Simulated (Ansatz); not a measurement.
## Ti: a changed input and its effect

System: Ti (P-3m1, 6 atoms in the cell).
Method of run 1: DFT PBEsol, scalar-relativistic, plane waves, PAW, no spin polarisation (Ansatz 0.2.0).

The structure derives from an entry of the Crystallography Open Database. Text and figures count atoms from 1; the logs count them from 0 in places.

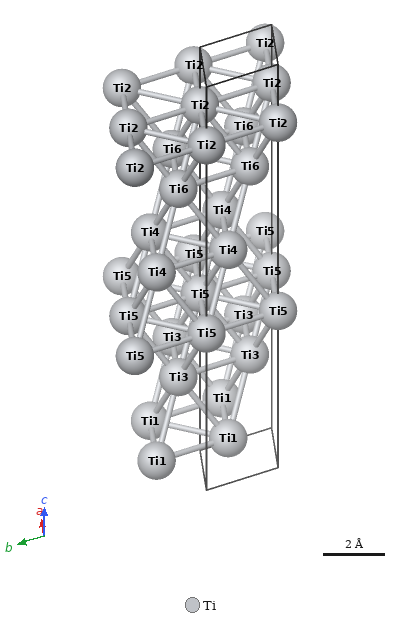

Figure 1. The structure (ball-and-stick view of the cell of the calculation, set on other vectors, repeated 2 × 2 × 1, seen at an oblique angle; atoms are numbered from 1 in the order of the input). An atom can appear more than once, as a periodic image. Near neighbours in the periodic cell (some may lie outside the picture): Ti has 9 Ti at 2.87 Å; Ti has 12 Ti at 2.87 Å.

The input, run 1:
```yaml
crystal:
  lattice:
    - [2.0279211511, -2.0279211511, 0.0]
    - [2.0279211511, 0.0, -2.0279211511]
    - [8.6890348735, 8.6890348735, 8.6890348735]
  atoms:
    - { symbol: Ti, position: [0.6666666667, 0.6666666667, 0.0777806203] }
    - { symbol: Ti, position: [0.0, 0.0, 0.8557424157] }
    - { symbol: Ti, position: [0.3333333333, 0.3333333333, 0.2333729794] }
    - { symbol: Ti, position: [0.6666666667, 0.6666666667, 0.5445576975] }
    - { symbol: Ti, position: [0.0, 0.0, 0.3889653385] }
    - { symbol: Ti, position: [0.3333333333, 0.3333333333, 0.7001500566] }
basis:
  ecutwfc: 420
kpoints:
  mp_grid: { grid: [23, 23, 5] }
hamiltonian:
  xc: pbesol
scf:
  occupations: { method: gaussian, width: 0.15 }
output:
  forces: true
  stress: true
  eigenvalues: true
```

Command:
```bash
ansatz run input.yaml --threads 2 --pin off --max-ram 5120MiB --backend cpu --events-out ev --progress --plain --runs-dir out
```

Hardware: 2 threads of Arm Neoverse V1, 24 GiB of memory available, shared host.

Output, shortened to warnings, some set-up lines, iterations and results (run 1):
```
Basis set: ecut = 420 eV, 2103 PW (Γ), exchange–correlation on 40×40×216 points (8 copies of the dense FFT grid, shifted against one another)
Symmetry: 12 space group operations
k-points: 256 of 2645
Initial density: superposition of atomic densities (neutral atoms: chi_scale 0, normalization atom), corrected by the library's trained network
[...]
SCF iter   1: F=—  HF=-14842.467033 eV  |F-HF|=—  |Δ(HF+E_count)|=         —  Δρ=1.64e-2  dr2=5.63e0  ethr=1.77e-3  ⟨swp⟩=6.0  Hψ=45104  notcnv=0
SCF iter   2: F=—  HF=-14842.406121 eV  |F-HF|=—  |Δ(HF+E_count)|=   6.09e-2  Δρ=6.40e-3  dr2=9.58e-1  ethr=1.77e-3  ⟨swp⟩=1.2  Hψ=13464  notcnv=0  defer=11
SCF iter   3: F=—  HF=-14842.394371 eV  |F-HF|=—  |Δ(HF+E_count)|=   1.18e-2  Δρ=1.29e-3  dr2=1.96e-3  ethr=1.33e-3  ⟨swp⟩=1.1  Hψ=11482  notcnv=0  defer=12
SCF iter   4: F=—  HF=-14842.394281 eV  |F-HF|=—  |Δ(HF+E_count)|=   9.00e-5  Δρ=2.58e-4  dr2=9.68e-4  ethr=2.72e-6  ⟨swp⟩=2.0  Hψ=13632  notcnv=0  defer=11
SCF iter   5: F=—  HF=-14842.394249 eV  |F-HF|=—  |Δ(HF+E_count)|=   3.12e-5  Δρ=8.34e-5  dr2=2.95e-5  ethr=1.34e-6  ⟨swp⟩=1.0  Hψ=11164  notcnv=0  defer=11
SCF iter   6: F=—  HF=-14842.394257 eV  |F-HF|=—  |Δ(HF+E_count)|=   7.64e-6  Δρ=2.39e-5  dr2=1.39e-6  ethr=4.10e-8  ⟨swp⟩=2.0  Hψ=12748  notcnv=0  defer=81
SCF iter   7: F=-14842.394257 eV  HF=-14842.394257 eV  |F-HF|=3.99e-8  |Δ(HF+E_count)|=   1.87e-7  Δρ=6.37e-6  dr2=6.73e-8  ethr=1.39e-10  ⟨swp⟩=8.9  Hψ=42565  notcnv=0
SCF 1 converged in 7 iterations: F = -14842.394257 eV  dr2 = 6.73e-8
SCF converged after 7 iterations
Free energy (F): -14842.394257 eV
Harris-Foulkes:  -14842.394257 eV  (|F-HF|=3.99e-8)
Internal energy: -14842.278501 eV  (E = F + TS)
E sigma→0 (E₀):  -14842.336379 eV
Entropy (-TS):   -0.115756 eV (-19.293 meV/atom)
Fermi energy:    12.712463 eV
--- Per-component energies (eV) ---
  E_band       = -976.519172
  E_kinetic    = 1634.605952
  E_local      = -5684.627069  (includes V_loc(G=0)·N_el)
  E_nonlocal   = 57.837051
  E_hartree    = 2383.841648
  E_xc         = -579.264198
  E_vxc        = -727.786297  (∫ρ·V_xc dr)
  E_paw        = -6135.665716  (= ΣΔE_a)
  E_vpaw       = -1024.223539  (= ΣTr[D̂ρ^β])
  E_aug_tail   = 0.000627  (compensation charges beyond the density's cutoff)
  E_ewald      = -6519.843101
  E_core_change = 0.836306  (= ΣΔE_core)
  E_smearing   = -0.115756  (= −TS)
  E_closure    = 0.000000  (closes the sum)
  Σ components = -14842.394257   (vs F -14842.394257, Δ=0.00e0)
--- Forces (eV/Å), atoms counted from 1 ---
  atom   1  Ti    -0.40786730    -0.40786730    -0.40786730
  atom   2  Ti     0.40786730     0.40786730     0.40786730
  atom   3  Ti    -0.13013069    -0.13013069    -0.13013069
  atom   4  Ti     0.03015538     0.03015538     0.03015538
  atom   5  Ti    -0.03015538    -0.03015538    -0.03015538
  atom   6  Ti     0.13013069     0.13013069     0.13013069
  max |Σ_I F_I| component: 2.78e-17 eV/Å
--- Stress (GPa, compression-positive) ---
       -3.405764      -1.572620      -1.572620
       -1.572620      -3.405764      -1.572620
       -1.572620      -1.572620      -3.405764
  P = ⅓ Tr σ = -3.4058 GPa (-34.058 kbar)
```

The input of run 2 differs as follows (lines with − go, lines with + come):
```diff
-    - [8.6890348735, 8.6890348735, 8.6890348735]
+    - [8.0250820639, 8.0250820639, 8.0250820639]
-    - { symbol: Ti, position: [0.6666666667, 0.6666666667, 0.0777806203] }
-    - { symbol: Ti, position: [0.0, 0.0, 0.8557424157] }
-    - { symbol: Ti, position: [0.3333333333, 0.3333333333, 0.2333729794] }
-    - { symbol: Ti, position: [0.6666666667, 0.6666666667, 0.5445576975] }
-    - { symbol: Ti, position: [0.0, 0.0, 0.3889653385] }
-    - { symbol: Ti, position: [0.3333333333, 0.3333333333, 0.7001500566] }
+    - { symbol: Ti, position: [0.6666666667, 0.6666666667, 0.0842157771] }
+    - { symbol: Ti, position: [0.0, 0.0, 0.9265420133] }
+    - { symbol: Ti, position: [0.3333333333, 0.3333333333, 0.2526810243] }
+    - { symbol: Ti, position: [0.6666666667, 0.6666666667, 0.5896115188] }
+    - { symbol: Ti, position: [0.0, 0.0, 0.4211462716] }
+    - { symbol: Ti, position: [0.3333333333, 0.3333333333, 0.7580767661] }
```

Predict how the results change.

With the same functional and potentials, run 2 lies 111.3 meV per atom lower. The pressure goes from −3.41 to 1.45 GPa. The largest force goes from 0.706 to 0.449 eV/Å. The volume per atom goes from 17.87 to 16.50 Å³. The SCF takes 6 iterations against 7. The plane waves at Γ go from 2103 to 1943.

Output, shortened to warnings, some set-up lines, iterations and results (run 2):
```
Basis set: ecut = 420 eV, 1943 PW (Γ), exchange–correlation on 40×40×192 points (8 copies of the dense FFT grid, shifted against one another)
Symmetry: 12 space group operations
k-points: 256 of 2645
Initial density: superposition of atomic densities (neutral atoms: chi_scale 0, normalization atom), corrected by the library's trained network
[...]
SCF iter   1: F=—  HF=-14843.073945 eV  |F-HF|=—  |Δ(HF+E_count)|=         —  Δρ=6.89e-3  dr2=8.54e-2  ethr=1.77e-3  ⟨swp⟩=5.7  Hψ=43932  notcnv=0
SCF iter   2: F=—  HF=-14843.063478 eV  |F-HF|=—  |Δ(HF+E_count)|=   1.05e-2  Δρ=3.12e-3  dr2=1.71e-2  ethr=1.19e-4  ⟨swp⟩=1.1  Hψ=13466  notcnv=0  defer=2
SCF iter   3: F=—  HF=-14843.061791 eV  |F-HF|=—  |Δ(HF+E_count)|=   1.69e-3  Δρ=4.35e-4  dr2=6.58e-5  ethr=2.37e-5  ⟨swp⟩=2.0  Hψ=13602  notcnv=0  defer=2
SCF iter   4: F=—  HF=-14843.061835 eV  |F-HF|=—  |Δ(HF+E_count)|=   4.33e-5  Δρ=1.08e-4  dr2=6.61e-6  ethr=9.14e-8  ⟨swp⟩=2.0  Hψ=19158  notcnv=0  defer=2
SCF iter   5: F=—  HF=-14843.061836 eV  |F-HF|=—  |Δ(HF+E_count)|=   1.39e-6  Δρ=2.40e-5  dr2=4.79e-7  ethr=9.18e-9  ⟨swp⟩=2.1  Hψ=14832  notcnv=0  defer=7
SCF iter   6: F=-14843.061836 eV  HF=-14843.061836 eV  |F-HF|=4.93e-9  |Δ(HF+E_count)|=   6.63e-8  Δρ=4.57e-6  dr2=1.94e-8  ethr=1.39e-10  ⟨swp⟩=7.4  Hψ=40511  notcnv=0
SCF 1 converged in 6 iterations: F = -14843.061836 eV  dr2 = 1.94e-8
SCF converged after 6 iterations
Free energy (F): -14843.061836 eV
Harris-Foulkes:  -14843.061836 eV  (|F-HF|=4.93e-9)
Internal energy: -14842.951853 eV  (E = F + TS)
E sigma→0 (E₀):  -14843.006844 eV
Entropy (-TS):   -0.109983 eV (-18.331 meV/atom)
Fermi energy:    13.962076 eV
--- Per-component energies (eV) ---
  E_band       = -881.584762
  E_kinetic    = 1641.757426
  E_local      = -4727.364869  (includes V_loc(G=0)·N_el)
  E_nonlocal   = 57.403955
  E_hartree    = 1951.802866
  E_xc         = -582.267195
  E_vxc        = -731.796609  (∫ρ·V_xc dr)
  E_paw        = -6136.242771  (= ΣΔE_a)
  E_vpaw       = -1025.190432  (= ΣTr[D̂ρ^β])
  E_aug_tail   = 0.000646  (compensation charges beyond the density's cutoff)
  E_ewald      = -7048.878216
  E_core_change = 0.836306  (= ΣΔE_core)
  E_smearing   = -0.109983  (= −TS)
  E_closure    = 0.000000  (closes the sum)
  Σ components = -14843.061836   (vs F -14843.061836, Δ=0.00e0)
--- Forces (eV/Å), atoms counted from 1 ---
  atom   1  Ti     0.25922969     0.25922969     0.25922969
  atom   2  Ti    -0.25922969    -0.25922969    -0.25922969
  atom   3  Ti     0.05345721     0.05345721     0.05345721
  atom   4  Ti     0.00634024     0.00634024     0.00634024
  atom   5  Ti    -0.00634024    -0.00634024    -0.00634024
  atom   6  Ti    -0.05345721    -0.05345721    -0.05345721
  max |Σ_I F_I| component: 6.25e-17 eV/Å
--- Stress (GPa, compression-positive) ---
        1.453995       0.521455       0.521455
        0.521455       1.453995       0.521455
        0.521455       0.521455       1.453995
  P = ⅓ Tr σ = 1.4540 GPa (14.540 kbar)
```

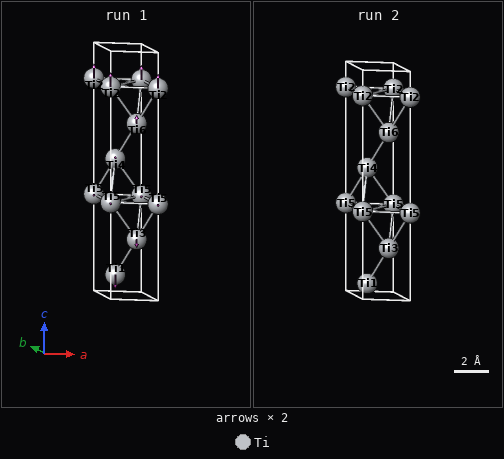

Figure 2. The two input geometries at one scale (ball-and-stick view of the cell of the calculation, set on other vectors, seen slightly off an axis). The pink arrows on the first give the shifts of the atoms relative to the cell, with their mean removed, magnified 2 times. The largest moves relative to the cell, 0.45 Å, are those of Ti1 and Ti2. (The mean shift of all atoms is removed.) The volume changes by −7.6 %, with a = b stay at 2.868 Å, c 15.050 → 13.900 Å (−7.6 %). Among the contacts that change: Ti1–Ti2 3.729 → 2.747 Å.

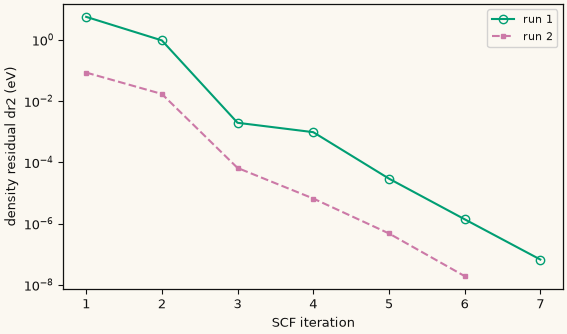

Figure 3. Convergence of the two runs: density residual dr2 against the SCF iteration. Run 1 takes 7 iterations in all, and run 2 takes 6.

The two runs side by side:

```csv
quantity,run 1,run 2
outcome,converged,converged
free energy per atom (eV),−2473.7324,−2473.8436
"energy per atom, smearing taken to zero (eV)",−2473.7227,−2473.8345
gap on the mesh (eV),0.00,0.00
pressure (GPa),−3.41,1.45
volume per atom (Å³),17.87,16.50
largest force (eV/Å),0.706,0.449
SCF iterations,7,6
irreducible k-points,256,256
plane waves at Γ,2103,1943
wall time (shared host),34 s,29 s
```
